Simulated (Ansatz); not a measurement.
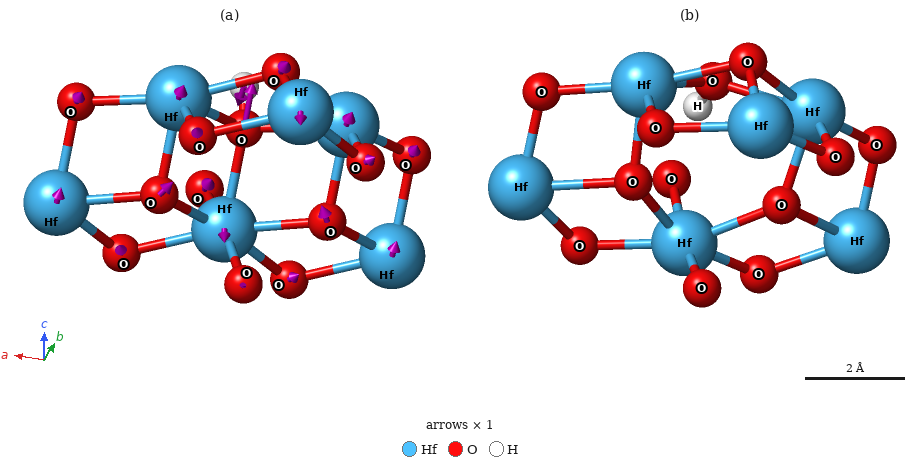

The structure of a slab of composition Hf$_{10}$HO$_{20}$ (cut from the Fm-3m phase) before (left) and after (right) a constrained relaxation, at one scale. The purple arrows give the displacements, at their true length.

A ball-and-stick model of the atoms within 4.2 Å of the atom that moves most (axes of the 1 × 2 repeat of the cell, outlined in the plane, without the vacuum (origin shifted)), seen from a free direction.

Case: H put at a top O site. The slab is the (1 1 0) face of HfO2 with H on it. 12 atoms are held fixed.

Method: DFT PBE+D3(BJ), scalar-relativistic, plane waves, PAW (Ansatz 0.2.0).

The input:
```yaml
crystal:
  lattice:
    - [7.1741418983, 0.0, 0.0]
    - [0.0, 5.0728843854, 0.0]
    - [0.0, 0.0, 26.1741418983]
  atoms:
    - { symbol: Hf, position: [0.25, 0.5, 0.3247479911] }
    - { symbol: Hf, position: [0.75, 0.5, 0.3247479911] }
    - { symbol: O, position: [0.5, 0.75, 0.3247479911] }
    - { symbol: O, position: [0.0, 0.75, 0.3247479911] }
    - { symbol: O, position: [0.5, 0.25, 0.3247479911] }
    - { symbol: O, position: [0.0, 0.25, 0.3247479911] }
    - { symbol: Hf, position: [0.5, 0.0, 0.3932711725] }
    - { symbol: Hf, position: [0.0, 0.0, 0.3932711725] }
    - { symbol: O, position: [0.75, 0.25, 0.3932711725] }
    - { symbol: O, position: [0.25, 0.25, 0.3932711725] }
    - { symbol: O, position: [0.75, 0.75, 0.3932711725] }
    - { symbol: O, position: [0.25, 0.75, 0.3932711725] }
    - { symbol: Hf, position: [0.75, 0.5, 0.4596120832] }
    - { symbol: Hf, position: [0.25, 0.5, 0.4596120832] }
    - { symbol: O, position: [0.0, 0.7496130632, 0.46219386] }
    - { symbol: O, position: [0.5, 0.7496130632, 0.46219386] }
    - { symbol: O, position: [0.0, 0.2503869368, 0.46219386] }
    - { symbol: O, position: [0.5, 0.2503869368, 0.46219386] }
    - { symbol: Hf, position: [0.0, 0.0, 0.5377006602] }
    - { symbol: Hf, position: [0.5, 0.0, 0.5377006602] }
    - { symbol: O, position: [0.25, 0.247877817, 0.5305814985] }
    - { symbol: O, position: [0.75, 0.247877817, 0.5305814985] }
    - { symbol: O, position: [0.25, 0.752122183, 0.5305814985] }
    - { symbol: O, position: [0.75, 0.752122183, 0.5305814985] }
    - { symbol: Hf, position: [0.25, 0.5, 0.5906703115] }
    - { symbol: Hf, position: [0.75, 0.5, 0.5906703115] }
    - { symbol: O, position: [0.5, 0.7407616926, 0.6006860598] }
    - { symbol: O, position: [0.0, 0.7407616926, 0.6006860598] }
    - { symbol: O, position: [0.5, 0.2592383074, 0.6006860598] }
    - { symbol: O, position: [0.0, 0.2592383074, 0.6006860598] }
    - { symbol: H, position: [0.0, 0.2592383074, 0.6381275929], spin: 1.0 }
basis:
  ecutwfc: 420
kpoints:
  mp_grid: { grid: [4, 5, 1] }
hamiltonian:
  xc: pbe
  dispersion: d3bj
scf:
  occupations: { method: gaussian, width: 0.05 }
output:
  forces: true
  eigenvalues: true
  populations: true
  write_density: true
  write_potential: true
  elf: true
  volumetric_format: npy
magnetization:
  spin_polarized: true
relax:
  adjacent_minimum: "off"
  f_tol: 0.03
  max_steps: 70
  constraints: [{ sites: [0, 1, 2, 3, 4, 5, 6, 7, 8, 9, 10, 11] }]
efield:
  axis: 3
  dipole_correction: true
  ramp_width: 0.04
```

Command:
```bash
ansatz run input.yaml --threads 4 --pin off --max-ram 10240MiB --backend cpu --events-out ev --progress --plain --runs-dir out
```

Q: What changed between the two?

A: The run was cut off at its time limit before the relaxation converged, so the last structure is only a point on the way. After 14 accepted moves (15 points after the start) the energy has fallen by 1.667 eV per cell of the calculation. The largest force component goes from 2.5 to 1.1 eV/Å. The line search rejected the trial step at point 7 of the run. O30 moves most: 0.98 Å at 37° to the normal (+c side). Largest moves by element: O 0.98 Å, H 0.48 Å, Hf 0.39 Å. The lattice vectors keep their values. Some distances before and after: Hf19–O30 2.109 → 3.352 Å, Hf19–Hf25 3.402 → 3.874 Å, O17–Hf19 2.349 → 2.064 Å, Hf20–O21 2.198 → 2.358 Å. Bonds break, among them: Hf19–O30 (2.11 → 3.35 Å). Among the angles between lasting bonds that change: Hf25–O30–H31 96.9° → 115.3°, Hf25–O30–Hf26 110.3° → 105.3°, Hf19–O28–Hf25 104.8° → 100.2°.

Limits of the set-up: the periodic images lie only 5.1 Å apart, so the values are limited by the cell's size.
